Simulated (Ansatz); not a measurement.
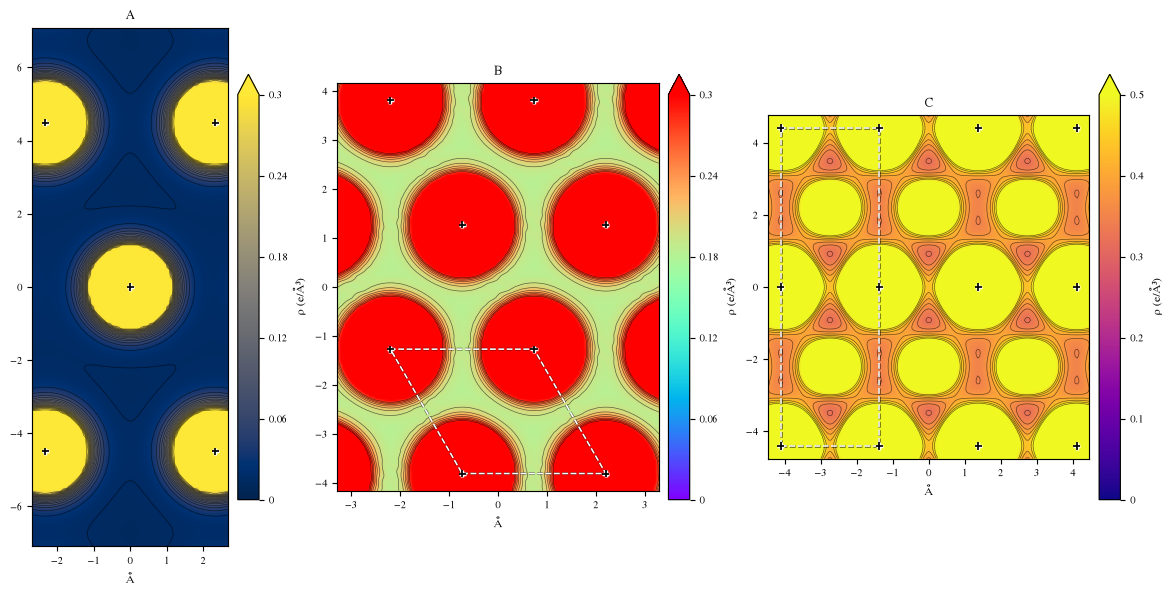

The valence electron density of 3 systems, each on a plane through atoms (crosses mark nuclei in the plane).

Computed with DFT, LDA (PW92), plane waves (420 eV) with PAW, scalar-relativistic (Ansatz 0.2.0).

System 1: Rb, the (110) plane of the conventional cell. Space group P6/mmm; set up as Rb, omega (AlB2-type); a generated structure, not necessarily the stable one; changed on purpose from its base cell (volume × 1.04); computed without spin polarisation.

```yaml
crystal:
  lattice:
    - [7.78524, 0.00000, 0.00000]
    - [-3.89262, 6.74221, 0.00000]
    - [0.00000, 0.00000, 4.65301]
  atoms:
    - { symbol: Rb, position: [0.00000, 0.00000, 0.00000] }
    - { symbol: Rb, position: [0.33333, 0.66667, 0.50000] }
    - { symbol: Rb, position: [0.66667, 0.33333, 0.50000] }
```

System 2: Re, the (100) plane of the conventional cell. Space group P6₃/mmc; set up as Re, dhcp; a generated structure, not necessarily the stable one; changed on purpose from its base cell (volume × 1.0); computed without spin polarisation.

```xyz
4
Lattice="2.7394 0.0000 0.0000 -1.3697 2.3724 0.0000 0.0000 0.0000 8.8203" Properties=species:S:1:pos:R:3 pbc="T T T"
Re    0.0000    0.0000    0.0000
Re    0.0000    0.0000    4.4102
Re    0.0000    1.5816    2.2051
Re    1.3697    0.7908    6.6153
```

System 3: Ti, the (001) plane of the conventional cell. Space group P6₃/mmc; set up as Ti, dhcp; a generated structure, not necessarily the stable one; changed on purpose from its base cell (volume × 1.08); computed pressure about −8 GPa in this cell; computed without spin polarisation.

```cif
data_structure
_symmetry_space_group_name_H-M 'P 1'
_symmetry_Int_Tables_number 1
_cell_length_a 2.9312
_cell_length_b 2.9312
_cell_length_c 9.3935
_cell_angle_alpha 90.000
_cell_angle_beta 90.000
_cell_angle_gamma 120.000
_cell_volume 69.90
loop_
_atom_site_label
_atom_site_type_symbol
_atom_site_fract_x
_atom_site_fract_y
_atom_site_fract_z
_atom_site_occupancy
Ti1 Ti 0.00000 0.00000 0.00000 1
Ti2 Ti 0.00000 0.00000 0.50000 1
Ti3 Ti 0.33333 0.66667 0.25000 1
Ti4 Ti 0.66667 0.33333 0.75000 1
```

Which map belongs to which system?

Answer. Panel A is system 1, Rb: the plane holds Rb. Rb–Rb (4.65 Å): ρ is about 0.02 e/Å³ halfway. Panel B is system 3, Ti: the plane holds Ti. Panel C is system 2, Re: the plane holds Re. Re–Re (2.74 Å): ρ is about 0.43 e/Å³ halfway.
